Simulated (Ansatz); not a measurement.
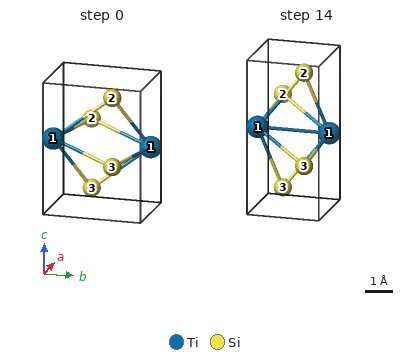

The structure of a crystal of TiSi2 (a generated structure, set up in Pmmm) before (left) and after (right) a relaxation, at one scale.

Style: ball-and-stick. Shown: the cell of the calculation, from a free direction.

The calculation used DFT PBE, scalar-relativistic, plane waves, PAW in Ansatz.

The input:
```yaml
crystal:
  lattice:
    - [2.6693098827, 0.0, 0.0]
    - [0.0, 3.7688005113, 0.0]
    - [0.0, 0.0, 5.1077081901]
  atoms:
    - { symbol: Ti, position: [0.5, 0.0, 0.5] }
    - { symbol: Si, position: [0.0, 0.5, 0.7627406302] }
    - { symbol: Si, position: [0.0, 0.5, 0.2372593698] }
basis:
  ecutwfc: 420
kpoints:
  mp_grid: { grid: [18, 12, 10] }
hamiltonian:
  xc: pbe
scf:
  occupations: { method: gaussian, width: 0.1 }
output:
  forces: true
  stress: true
  eigenvalues: true
  write_density: true
  write_potential: true
  elf: true
  volumetric_format: npy
relax:
  adjacent_minimum: "off"
  f_tol: 0.01
  max_steps: 80
  cell: { stress_tol: 0.05 }
```

Launched with:
```bash
ansatz run input.yaml --threads 1 --pin off --max-ram 2560MiB --backend cpu --events-out ev --progress --plain --runs-dir out
```

Q: What changed between the two?

A: Over 11 accepted moves (14 points after the start) the energy falls by 137 meV per atom. Largest force component: 0.021 eV/Å at the start, 0.00022 eV/Å at the end. The pressure goes from 0.06 to 0.00 GPa. The line search rejected the trial step at point 7 of the run. At 2 points the geometry stayed and the basis and grid were re-selected for the new cell (energy shift of 3.4 meV per atom at most each time). The largest moves relative to the cell, 0.24 Å, are those of Si2 and Si3. Si3 goes along −c. Ti stays in place. The drawn cell changes as follows: a 2.669 → 2.764 Å (+3.5 %), b 3.769 → 2.773 Å (−26.4 %), c 5.108 → 5.982 Å (+17.1 %); the volume changes by −10.8 %. Among the contacts that change: Ti1–Ti1 3.769 → 2.773 Å, Si2–Si2 3.769 → 2.773 Å, Si2–Si3 2.684 → 3.625 Å, Ti1–Ti1 (another image) 2.669 → 2.764 Å. Among the angles between lasting bonds that change: Ti1–Si3–Ti1 89.7° → 62.6°, Ti1–Si3–Ti1 119.7° → 94.4°, Ti1–Si3–Si2 120.2° → 132.8°. The space group (tolerance 0.01 Å) goes from Pmmm (No. 47) to P4/mmm (No. 123).
